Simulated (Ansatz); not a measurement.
## Ta15N13: single-point calculation (part 2 of 2)

Continued. System: Ta15N13 (slab, 28 atoms in the cell). Method: DFT PBEsol, scalar-relativistic, plane waves, PAW, no spin polarisation (Ansatz 0.2.0); cutoff 420 eV, 12×4×1 k-mesh, Gaussian smearing of 0.1 eV. The structure derives from an entry of the Crystallography Open Database. It belongs to a series of runs on one base structure; here: (1 1 0) slab cut from the bulk.

**Output, continued**
```
  k-point 0: bands = ["-61.6431", "-61.6370", "-61.6274", "-61.6215", "-61.6169", "-61.6015", "-61.3753", "-61.3752", "-61.3660", "-61.3659", "-61.3545", "-61.3545", "-61.3188", "-61.1552", "-61.1552", "-28.6211", "-28.5888", "-28.5626", "-28.5552", "-28.5361", "-28.4606", "-28.3720", "-28.3719", "-28.2921", "-28.2563", "-28.1518", "-28.1348", "-28.1301", "-28.0792", "-28.0591", "-28.0510", "-27.9926", "-27.9904", "-27.9519", "-27.9319", "-27.9318", "-27.9256", "-27.9139", "-27.9059", "-27.8864", "-27.8837", "-27.8814", "-27.8805", "-27.8640", "-27.8416", "-27.8031", "-27.8003", "-27.7787", "-27.7774", "-27.5550", "-27.5550", "-27.5199", "-27.5199", "-27.4739", "-27.4739", "-27.1674", "-27.1667", "-27.0828", "-26.9589", "-26.9589", "-10.6819", "-10.1774", "-9.7120", "-9.5248", "-9.2342", "-8.9020", "-8.8499", "-8.5517", "-7.9007", "-7.6069", "-7.5962", "-7.4824", "-7.4625", "-2.4376", "-1.5569", "-1.1132", "-0.9162", "-0.6181", "-0.4409", "-0.3400", "-0.0695", "0.4041", "0.4341", "0.5515", "0.7952", "1.0666", "1.2585", "1.2605", "1.2959", "1.3315", "1.3688", "1.4147", "1.4173", "1.4914", "1.5682", "1.5868", "1.7657", "1.8417", "2.1504", "2.3131", "2.3657", "2.3927", "2.5595", "2.7358", "2.7430", "2.7983", "3.3586", "3.3914", "4.0404", "4.0688", "4.1417", "4.2220", "4.4579", "4.4773", "4.5054", "4.6076", "4.6164", "5.1510", "5.7630", "5.9766", "6.0460", "6.1522", "6.2825", "6.3737", "6.4106", "6.5106", "6.5685", "6.5748", "6.8277", "6.8827", "7.0598", "7.5435", "7.8244", "8.2009", "8.3591", "8.4040", "8.4333", "8.5177", "8.5697", "8.6030", "8.9100", "8.9420", "9.0274", "9.2464", "9.2628", "9.3547", "9.4354", "9.4998", "9.5013", "9.6320", "9.6451", "9.6696", "9.7165", "9.9011", "9.9027", "9.9986", "10.1855", "10.2065"]
  k-point 1: bands = ["-61.6421", "-61.6369", "-61.6304", "-61.6215", "-61.6140", "-61.6024", "-61.3753", "-61.3752", "-61.3660", "-61.3659", "-61.3546", "-61.3546", "-61.3188", "-61.1552", "-61.1552", "-28.6260", "-28.5930", "-28.5666", "-28.5646", "-28.5356", "-28.4585", "-28.3984", "-28.3767", "-28.2386", "-28.2294", "-28.1495", "-28.1291", "-28.1217", "-28.1022", "-28.0486", "-28.0438", "-28.0071", "-28.0039", "-27.9479", "-27.9392", "-27.9381", "-27.9253", "-27.9186", "-27.9068", "-27.9051", "-27.8808", "-27.8751", "-27.8740", "-27.8674", "-27.8454", "-27.8027", "-27.8006", "-27.7606", "-27.7594", "-27.5673", "-27.5671", "-27.5196", "-27.5196", "-27.4741", "-27.4741", "-27.1673", "-27.1667", "-27.0828", "-26.9589", "-26.9589", "-10.5941", "-10.1210", "-9.9934", "-9.4494", "-9.3961", "-8.7504", "-8.6740", "-8.4804", "-7.9761", "-7.7260", "-7.5841", "-7.4941", "-7.4751", "-2.2127", "-1.4142", "-1.0396", "-0.9206", "-0.8882", "-0.5612", "-0.3513", "-0.2494", "-0.0823", "0.2425", "0.7866", "0.9814", "1.0622", "1.2150", "1.2949", "1.3413", "1.3828", "1.4005", "1.4421", "1.5304", "1.7260", "1.7368", "1.7762", "1.8349", "1.9777", "2.0673", "2.0699", "2.3954", "2.5603", "2.6688", "2.7128", "2.7268", "3.0335", "3.2766", "3.3902", "3.7159", "3.8857", "3.9643", "3.9943", "4.0934", "4.2387", "4.5156", "4.5893", "4.6090", "5.5624", "5.8361", "5.8747", "5.9803", "5.9991", "6.3221", "6.3403", "6.4351", "6.4968", "6.6380", "6.7314", "6.9834", "7.1644", "7.2175", "7.7611", "7.8210", "7.8733", "7.9822", "8.2757", "8.5715", "8.6707", "8.7050", "8.7290", "8.9110", "8.9191", "9.0899", "9.1844", "9.2766", "9.3251", "9.3284", "9.4964", "9.5243", "9.5674", "9.6488", "9.6517", "9.6536", "9.9819", "10.0604", "10.1502", "10.1833", "10.2278"]
  k-point 2: bands = ["-61.6406", "-61.6369", "-61.6332", "-61.6216", "-61.6112", "-61.6038", "-61.3753", "-61.3752", "-61.3660", "-61.3659", "-61.3546", "-61.3546", "-61.3188", "-61.1552", "-61.1552", "-28.6320", "-28.5954", "-28.5755", "-28.5643", "-28.5402", "-28.4574", "-28.4111", "-28.3805", "-28.1923", "-28.1879", "-28.1487", "-28.1440", "-28.1283", "-28.0917", "-28.0408", "-28.0380", "-28.0267", "-28.0233", "-27.9460", "-27.9442", "-27.9395", "-27.9319", "-27.9251", "-27.9213", "-27.9009", "-27.8810", "-27.8744", "-27.8707", "-27.8611", "-27.8534", "-27.8023", "-27.8006", "-27.7410", "-27.7399", "-27.5819", "-27.5815", "-27.5194", "-27.5194", "-27.4743", "-27.4743", "-27.1673", "-27.1667", "-27.0828", "-26.9588", "-26.9588", "-10.3677", "-10.3245", "-10.0401", "-9.6195", "-9.3387", "-8.7436", "-8.4771", "-8.1967", "-8.0895", "-8.0032", "-7.5728", "-7.4874", "-7.4843", "-1.6420", "-1.6261", "-1.1719", "-0.9520", "-0.7761", "-0.7635", "-0.5665", "-0.3208", "-0.1147", "0.0144", "0.7634", "0.8703", "1.0196", "1.2936", "1.3455", "1.3922", "1.4933", "1.5240", "1.5720", "1.7089", "1.7203", "1.7767", "1.8851", "1.9478", "1.9851", "2.1519", "2.2258", "2.5080", "2.6101", "2.7304", "2.7580", "2.8674", "2.9067", "3.1253", "3.4720", "3.5219", "3.6268", "3.6695", "3.7919", "3.8763", "4.0410", "4.5110", "4.5819", "4.6068", "5.7055", "5.8761", "5.8920", "5.9161", "5.9324", "6.3210", "6.3270", "6.3453", "6.5916", "6.8624", "6.8793", "7.0187", "7.3256", "7.4095", "7.4907", "7.5677", "8.0666", "8.1627", "8.3218", "8.4187", "8.7604", "8.8374", "8.8705", "8.9707", "8.9944", "9.1068", "9.1361", "9.1833", "9.2654", "9.3882", "9.3959", "9.4045", "9.5305", "9.5517", "9.5839", "9.6839", "9.9291", "10.0314", "10.1508", "10.1594", "10.1918"]
  k-point 20: bands = ["-61.5920", "-61.5885", "-61.5846", "-61.5735", "-61.5633", "-61.5559", "-61.3324", "-61.3324", "-61.3246", "-61.3246", "-61.3095", "-61.3095", "-61.2801", "-61.1165", "-61.1165", "-28.8837", "-28.8779", "-28.8654", "-28.7776", "-28.7491", "-28.7369", "-28.4346", "-28.4000", "-28.3940", "-28.3868", "-28.3698", "-28.3692", "-28.3536", "-28.3040", "-28.2853", "-28.2852", "-28.2466", "-28.2362", "-28.0758", "-28.0494", "-28.0100", "-27.9936", "-27.9853", "-27.9609", "-27.9150", "-27.9082", "-27.9001", "-27.8994", "-27.8978", "-27.8957", "-27.8748", "-27.8747", "-27.8725", "-27.8676", "-27.7818", "-27.7810", "-27.7475", "-27.7473", "-27.7211", "-27.6758", "-27.6758", "-27.5768", "-27.5767", "-27.5274", "-27.5274", "-8.6989", "-8.6585", "-8.6543", "-8.6467", "-8.5789", "-8.5466", "-8.4353", "-8.4227", "-8.1152", "-8.0892", "-8.0817", "-8.0384", "-8.0173", "-1.2009", "-1.1662", "-1.0004", "-0.5088", "-0.3858", "-0.2691", "-0.2259", "-0.2225", "-0.1915", "-0.0482", "-0.0059", "0.3173", "0.4854", "0.5662", "0.6608", "0.6767", "0.6796", "0.7061", "0.7327", "0.7481", "0.9124", "0.9889", "1.0292", "1.3998", "1.5124", "1.6445", "2.4390", "2.5563", "2.8884", "2.8931", "3.2285", "3.2763", "3.5403", "3.6932", "4.0525", "4.1288", "4.1946", "4.1983", "4.2009", "4.2293", "4.2890", "4.3311", "4.3566", "4.4848", "4.7796", "4.9883", "5.1939", "5.6526", "5.8416", "6.3971", "6.9326", "7.0060", "7.2069", "7.2460", "7.5530", "7.5902", "7.6529", "7.6616", "8.4282", "8.5737", "8.6326", "8.6695", "8.7829", "8.9522", "9.0358", "9.1542", "9.1668", "9.2457", "9.3448", "9.3565", "9.3760", "9.4278", "9.4695", "9.6887", "9.7090", "10.0252", "10.3465", "10.3515", "10.4131", "10.4994", "10.5370", "10.5475", "10.5960", "10.8493", "11.1816"]
```

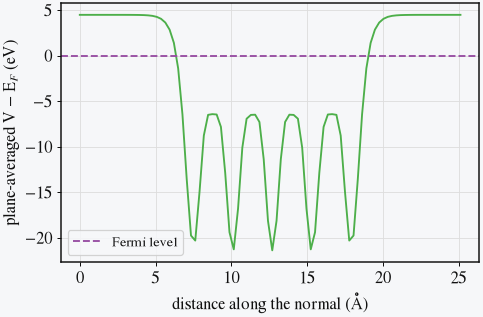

Figure 1. Plane average of the electrostatic potential energy of an electron across the cell, from the Fermi level. The vacuum level lies 4.47 eV above the Fermi level.

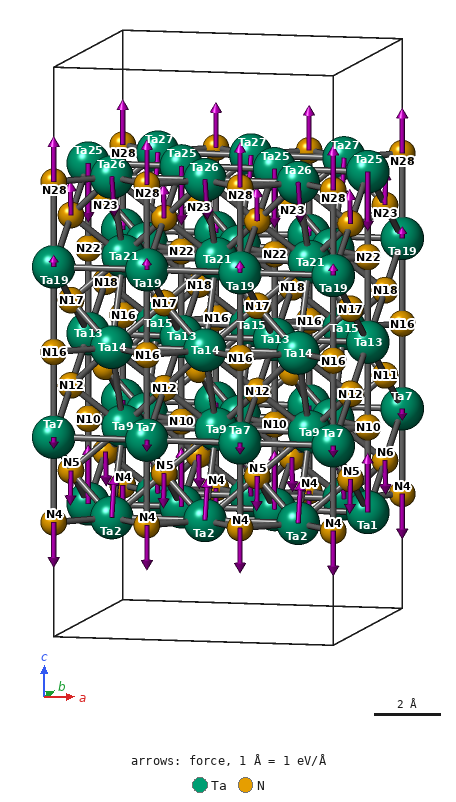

Figure 2. Forces on the atoms as pink arrows (ball-and-stick view of the 3 × 1 repeat of the cell, with the vacuum cut short, seen slightly off an axis; atoms are numbered from 1 in the order of the input); the smallest are left out. The largest act on Ta1, Ta25 (1.82 eV/Å); N4, N28 (1.40 eV/Å); Ta2, Ta3, Ta26, Ta27 (1.32 eV/Å); N5, N6, N23, N24 (1.08 eV/Å). The geometry is not a stationary point of this energy.

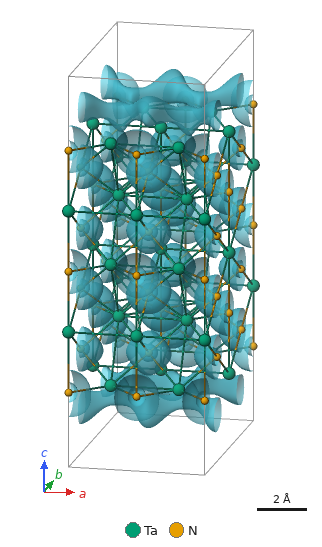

Figure 3. Isosurface of the electron localisation function at 0.6 (cyan), seen slightly off an axis. Only the valence region is drawn (cores and ρ < 0.01 e/Å³ removed). Sticks mark near contacts. Along the contacts the grid gives the following. Ta–N (2.09 Å): the ELF peaks at about 0.85 in the valence shell of N, 0.6 Å from its nucleus, and drops to about 0.25 between the two atoms; no shared pair; the contact is polar. Ta–Ta (2.90 Å): the ELF is about 0.25 at the midpoint; no localised pair between them. The fields are those of the smooth PAW valence density.

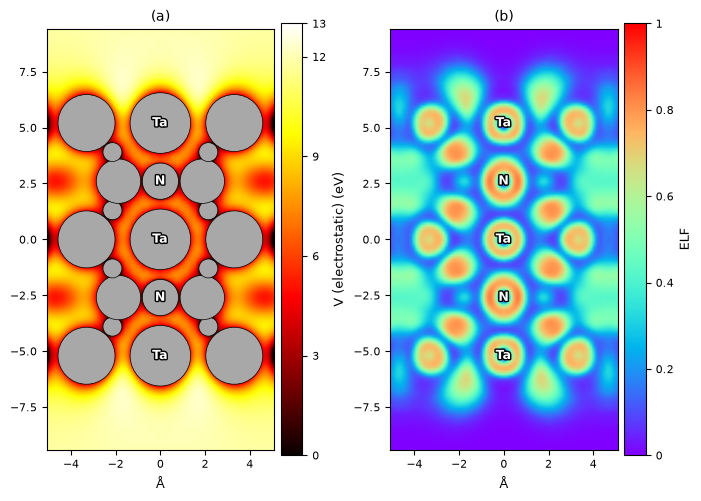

Figure 4. (a) electrostatic potential (local pseudopotential plus Hartree) felt by an electron; (b) electron localisation function on the (110) plane of the calculation cell, a cut from vacuum to vacuum. Grey discs, where drawn, cover atomic cores. Atoms in the plane: Ta and N. The strong features right at Ta lie inside the PAW spheres (semicore, d or f shells) and say nothing about bonding.

**Summary**

- outcome: converged
- electrons treated: 260
- free energy: −152032.2817 eV
- work function, top face: 4.47 eV
- work function, bottom face: 4.47 eV
- Fermi energy: 7.472 eV
- gap on the k-point mesh: none (metallic)
- work function (upper face): 4.47 eV
- largest force (length of the vector): 1.823 eV/Å
- wall time: 49 s (CPU time 3.2 min)
- peak memory: 3 GiB

Warnings of the run: the exchange-correlation potential is rough where the density is thin. Spin–orbit coupling is left out, which matters for Ta.
